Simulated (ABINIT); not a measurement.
**Phonon calculation of GaSb (part 1 of 2)**

The run: phonon calculation of GaSb (F-43m, 2 atoms in the cell). Method and program: Kohn-Sham DFT of a periodic cell, PBEsol, JTH PAW PBE v2.0, no spin polarisation (ABINIT 10.8.3).

The structure derives from an entry of the Crystallography Open Database.

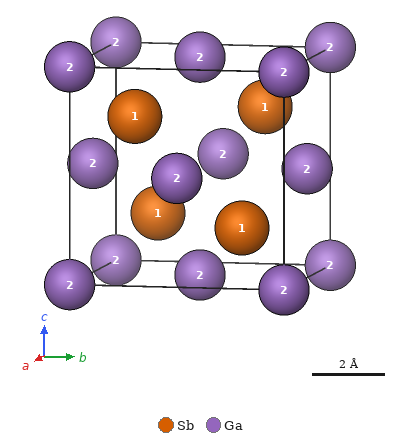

Figure 1. The input geometry (spheres-only view of the cell 4 times as large as that of the calculation, set on its symmetry axes, seen slightly off an axis; atoms are numbered from 1 in the order of the input).

## Results in brief

| quantity | value |
| --- | --- |
| outcome | converged |
| space group (tolerance 0.01 Å) | F-43m (216) |
| electrons treated | 28 |
| free energy | −4399.5895 eV |
| Fermi energy | 4.669 eV |
| gap on the k-point mesh | 0.71 eV |
| pressure | −0.76 GPa |
| largest force (length of the vector) | under 0.001 eV/Å |
| hardware | 1 thread of Arm Neoverse V1, 24 GiB of memory available, shared host |
| wall time | 3.5 min |
| peak memory | 0.3 GiB |

## Notes

Points of doubt noted for this run: cutoff too low for stress; k mesh coarse for metal response.

## Input
```
# Datasets
ndtset 2

# Pseudopotentials
pp_dirpath "./"
pseudos "Sb.GGA_PBE-JTH.xml, Ga.GGA_PBE-JTH.xml"

# Structure
acell 4.3260792873 4.3260792873 4.3260792873 Angstrom
rprim
     0.0000000000     0.7071067812     0.7071067812
     0.7071067812     0.0000000000     0.7071067812
     0.7071067812     0.7071067812     0.0000000000
ntypat 2
znucl 51 31
natom 2
typat 1 2
xred
            3/4            3/4            3/4
            0.0            0.0            0.0

# Plane-wave basis
ecut 353.748021 eV
pawecutdg 26.0

# k points
ngkpt 4 4 4
nshiftk 4
shiftk
     0.5000000000     0.5000000000     0.5000000000
     0.5000000000     0.0000000000     0.0000000000
     0.0000000000     0.5000000000     0.0000000000
     0.0000000000     0.0000000000     0.5000000000

# Exchange and correlation
ixc -116133

# Bands and occupations
nband 22
occopt 3
tsmear 0.00183747

# SCF cycle
nstep 80

# Output
prteig 0
prtebands 0
prtwf 0
prtden 0
prtpot 0

# Dataset 1: ground state
kptopt1 1
tolvrs1 1.0e-11
prtwf1 1
tolwfr1 1.0e-14
nbdbuf1 4
nline1 6

# Dataset 2: response at q = 0 to atomic displacements
rfphon2 1
rfatpol2 1 2
rfdir2 1 1 1
getwfk2 1
kptopt2 2
nqpt2 1
qpt2 0.0 0.0 0.0
tolvrs2 1.0e-8
```

## File mrgddb.in
```
merged_DDB
GaSb
2
runo_DS1_DDB
runo_DS2_DDB
```

## File anaddb.abi
```
ddb_filepath "merged_DDB"
output_file "anaddb.abo"
outdata_prefix "ana"
asr 1
chneut 0
dipdip 0
dieflag 0
enunit 0
eivec 1
nph1l 1
qph1l 0.0 0.0 0.0 1.0
```

Launch command:
```bash
abinit run.abi > log 2>&1
mrgddb < mrgddb.in > mrgddb.log 2>&1
anaddb anaddb.abi > anaddb.log 2>&1
```

## The program's output
```
.Version 10.8.3 of ABINIT
 DATASET    1 : space group F-4 3 m (#216); Bravais cF (face-center cubic)
================================================================================
 Values of the parameters that define the memory need for DATASET  1.
     intxc =       0    ionmov =       0      iscf =      17    lmnmax =      18
     lnmax =       6     mgfft =      30  mpssoang =       3    mqgrid =    3001
     natom =       2  nloc_mem =       2    nspden =       1   nspinor =       1
    nsppol =       1      nsym =      24    n1xccc =       1    ntypat =       2
    occopt =       3   xclevel =       2
       mpw =         887          nfft =       27000          nkpt =          10
 PAW method is used; the additional fine FFT grid is defined by:
   mgfftf=        40    nfftf =     64000
================================================================================
================================================================================

 DATASET    2 : space group F-4 3 m (#216); Bravais cF (face-center cubic)
================================================================================
 Values of the parameters that define the memory need for DATASET  2 (RF).
     intxc =       0      iscf =       7    lmnmax =      18     lnmax =       6
     mgfft =      30  mpssoang =       3    mqgrid =    3001     natom =       2
  nloc_mem =       2    nspden =       1   nspinor =       1    nsppol =       1
      nsym =      24    n1xccc =       1    ntypat =       2    occopt =       3
   xclevel =       2
      nfft =       27000          nkpt =         128
================================================================================
================================================================================

--------------------------------------------------------------------------------
------------- Echo of variables that govern the present computation ------------
--------------------------------------------------------------------------------
 -outvars: echo values of preprocessed input variables --------
            acell      8.1751050520E+00  8.1751050520E+00  8.1751050520E+00 Bohr
              amu      1.21753000E+02  6.97230000E+01
             ecut      1.30000000E+01 Hartree
           getwfk1          0
           getwfk2          1
             iscf1         17
             iscf2          7
              ixc     -116133
           jdtset        1    2
                       outvar_i_n : Printing only first  50 k-points.
           kptopt1          1
           kptopt2          2
         kptrlatt        4   -4    4     -4    4    4     -4   -4    4
          kptrlen      4.62453778E+01
            natom           2
            nband1         22
            nband2         22
           nbdbuf1          4
           nbdbuf2          2
           ndtset           2
            ngfft          30      30      30
          ngfftdg          40      40      40
             nkpt1         10
             nkpt2        128
            nline1          6
            nline2          4
             nqpt1          0
             nqpt2          1
            nstep          80
             nsym          24
           ntypat           2
                       prtocc : prtvol=0, do not print more k-points.
           occopt           3
        optdriver1          0
        optdriver2          1
        pawecutdg      2.60000000E+01 Hartree
         pawxcdev           0
           prtden           0
        prtebands           0
           prteig           0
            prtwf1          1
            prtwf2          0
           rfphon1          0
           rfphon2          1
            rprim      0.0000000000E+00  7.0710678120E-01  7.0710678120E-01
                       7.0710678120E-01  0.0000000000E+00  7.0710678120E-01
                       7.0710678120E-01  7.0710678120E-01  0.0000000000E+00
           shiftk      5.00000000E-01  5.00000000E-01  5.00000000E-01
          spgroup         216
           tolvrs1     1.00000000E-11
           tolvrs2     1.00000000E-08
           tolwfr1     1.00000000E-14
           tolwfr2     0.00000000E+00
           tsmear      1.83747000E-03 Hartree
            typat      1  2
           useylm           1
                       outvars : Printing only first  50 k-points.
           xangst      4.5885000001E+00  4.5885000001E+00  4.5885000001E+00
                       0.0000000000E+00  0.0000000000E+00  0.0000000000E+00
            xcart      8.6710083289E+00  8.6710083289E+00  8.6710083289E+00
                       0.0000000000E+00  0.0000000000E+00  0.0000000000E+00
             xred      7.5000000000E-01  7.5000000000E-01  7.5000000000E-01
                       0.0000000000E+00  0.0000000000E+00  0.0000000000E+00
            znucl       51.00000   31.00000

================================================================================

 chkinp: Checking input parameters for consistency, jdtset=   1.

 chkinp: Checking input parameters for consistency, jdtset=   2.

================================================================================
== DATASET  1 ==================================================================

--- !DatasetInfo
iteration_state: {dtset: 1, }
dimensions: {natom: 2, nkpt: 10, mband: 22, nsppol: 1, nspinor: 1, nspden: 1, mpw: 887, }
cutoff_energies: {ecut:  13.0, pawecutdg:  26.0, }
electrons: {nelect:   2.80000000E+01, charge:   0.00000000E+00, occopt:   3.00000000E+00, tsmear:   1.83747000E-03, }
meta: {optdriver: 0, ionmov: 0, optcell: 0, iscf: 17, paral_kgb: 0, }
...

 Real(R)+Recip(G) space primitive vectors, cartesian coordinates (Bohr,Bohr^-1):
 R(1)=  0.0000000  5.7806722  5.7806722  G(1)= -0.0864951  0.0864951  0.0864951
 R(2)=  5.7806722  0.0000000  5.7806722  G(2)=  0.0864951 -0.0864951  0.0864951
 R(3)=  5.7806722  5.7806722  0.0000000  G(3)=  0.0864951  0.0864951 -0.0864951
 Unit cell volume ucvol=  3.8633587E+02 bohr^3
 Angles (23,13,12)=  6.00000000E+01  6.00000000E+01  6.00000000E+01 degrees

 Coarse grid specifications (used for wave-functions):

 getcut: wavevector=  0.0000  0.0000  0.0000  ngfft=  30  30  30
         ecut(hartree)=     13.000   => boxcut(ratio)=   2.26346

 getcut : COMMENT -
  Note that boxcut > 2.2 ; recall that boxcut=Gcut(box)/Gcut(sphere) = 2
  is sufficient for exact treatment of convolution.
  Such a large boxcut is a waste : you could raise ecut
  e.g. ecut=   16.650589 Hartrees makes boxcut=2

 Fine grid specifications (used for densities):

 getcut: wavevector=  0.0000  0.0000  0.0000  ngfft=  40  40  40
         ecut(hartree)=     26.000   => boxcut(ratio)=   2.13164

--- Pseudopotential description ------------------------------------------------
- pspini: atom type   1  psp file is ./Sb.GGA_PBE-JTH.xml
 Pseudopotential format is: paw10
 basis_size (lnmax)=  6 (lmn_size= 18), orbitals=   0   0   1   1   2   2
 Spheres core radius: rc_sph= 2.40089151
 Shapefunction is BESSEL type: shapef(r,l)=aa(1,l)*jl(q(1,l)*r)+aa(2,l)*jl(q(2,l)*r)
 Radius for shape functions =  2.00542650
 Compensation charge density is not taken into account in XC energy/potential

- pspini: atom type   2  psp file is ./Ga.GGA_PBE-JTH.xml
 Pseudopotential format is: paw10
 basis_size (lnmax)=  6 (lmn_size= 18), orbitals=   0   0   1   1   2   2
 Spheres core radius: rc_sph= 2.10359248
 Shapefunction is BESSEL type: shapef(r,l)=aa(1,l)*jl(q(1,l)*r)+aa(2,l)*jl(q(2,l)*r)
 Radius for shape functions =  1.80829011
 Compensation charge density is not taken into account in XC energy/potential

   1.37766554E+03                                ecore*ucvol(ha*bohr**3)
--------------------------------------------------------------------------------

================================================================================

--- !BeginCycle
iteration_state: {dtset: 1, }
solver: {iscf: 17, nstep: 80, nline: 6, wfoptalg: 10, }
tolerances: {tolwfr: 1.00E-14, tolvrs: 1.00E-11, }
...

     iter   Etot(hartree)      deltaE(h)  residm     nres2
 ETOT  1  -161.24427103729    -1.612E+02 5.586E-01 9.311E-01
 ETOT  2  -161.68370104510    -4.394E-01 1.111E-04 2.927E-01
 ETOT  3  -161.68209757668     1.603E-03 3.414E-04 5.110E-02
 ETOT  4  -161.68190388168     1.937E-04 2.512E-05 3.900E-03
 ETOT  5  -161.68191077611    -6.894E-06 2.498E-06 1.373E-03
 ETOT  6  -161.68192335653    -1.258E-05 1.619E-07 3.724E-04
 ETOT  7  -161.68193084116    -7.485E-06 2.811E-07 1.940E-05
 ETOT  8  -161.68193109589    -2.547E-07 4.504E-09 6.900E-07
 ETOT  9  -161.68193112854    -3.265E-08 8.926E-10 5.924E-08
 ETOT 10  -161.68193112962    -1.072E-09 2.326E-11 4.720E-09
 ETOT 11  -161.68193112977    -1.540E-10 5.906E-12 6.610E-10
 ETOT 12  -161.68193112978    -1.401E-11 5.862E-13 7.687E-11
 ETOT 13  -161.68193112979    -2.416E-12 7.863E-14 7.138E-12
 ETOT 14  -161.68193112979     0.000E+00 9.989E-15 2.069E-13

 At SCF step   14  max residual=  9.99E-15 < tolwfr=  1.00E-14 AND nres2   =  2.07E-13 < tolvrs=  1.00E-11 =>converged.

 Cartesian components of stress tensor (hartree/bohr^3)
  sigma(1 1)=  2.59758900E-05  sigma(3 2)=  0.00000000E+00
  sigma(2 2)=  2.59758900E-05  sigma(3 1)=  0.00000000E+00
  sigma(3 3)=  2.59758900E-05  sigma(2 1)=  0.00000000E+00

--- !ResultsGS
iteration_state: {dtset: 1, }
comment   : Summary of ground state results
lattice_vectors:
- [  0.0000000,   5.7806722,   5.7806722, ]
- [  5.7806722,   0.0000000,   5.7806722, ]
- [  5.7806722,   5.7806722,   0.0000000, ]
lattice_lengths: [   8.17511,    8.17511,    8.17511, ]
lattice_angles: [ 60.000,  60.000,  60.000, ] # degrees, (23, 13, 12)
lattice_volume:   3.8633587E+02
convergence: {deltae:  0.000E+00, res2:  2.069E-13, residm:  9.989E-15, diffor: null, }
etotal    :  -1.61681931E+02
entropy   :   0.00000000E+00
fermie    :   1.71588190E-01
cartesian_stress_tensor: # hartree/bohr^3
- [  2.59758900E-05,   0.00000000E+00,   0.00000000E+00, ]
- [  0.00000000E+00,   2.59758900E-05,   0.00000000E+00, ]
- [  0.00000000E+00,   0.00000000E+00,   2.59758900E-05, ]
pressure_GPa:  -7.6424E-01
xred      :
- [  7.5000E-01,   7.5000E-01,   7.5000E-01, Sb]
- [  0.0000E+00,   0.0000E+00,   0.0000E+00, Ga]
cartesian_forces: # hartree/bohr
- [ -9.09768363E-32,  -1.81953673E-31,   2.72930509E-31, ]
- [  9.09768363E-32,   1.81953673E-31,  -2.72930509E-31, ]
force_length_stats: {min:   3.40404152E-31, max:   3.40404152E-31, mean:   3.40404152E-31, }
...

 Integrated electronic density in atomic spheres:
 ------------------------------------------------
 Atom  Sphere_radius  Integrated_density
    1        2.40089         12.54139595
    2        2.10359         11.03916098

================================================================================

 ----iterations are completed or convergence reached----

 Mean square residual over all n,k,spin=   52.690E-16; max=  99.889E-16
 reduced coordinates (array xred) for    2 atoms
       0.750000000000      0.750000000000      0.750000000000
       0.000000000000      0.000000000000      0.000000000000
 rms dE/dt=  1.6067E-30; max dE/dt=  2.1036E-30; dE/dt below (all hartree)
    1      -0.000000000000     -0.000000000000      0.000000000000
    2      -0.000000000000      0.000000000000     -0.000000000000

 cartesian coordinates (angstrom) at end:
    1      4.58850000008804     4.58850000008804     4.58850000008804
    2      0.00000000000000     0.00000000000000     0.00000000000000

 cartesian forces (hartree/bohr) at end:
    1     -0.00000000000000    -0.00000000000000     0.00000000000000
    2      0.00000000000000     0.00000000000000    -0.00000000000000
 frms,max,avg= 1.9653243E-31 2.7293051E-31   0.000E+00  0.000E+00  0.000E+00 h/b
```
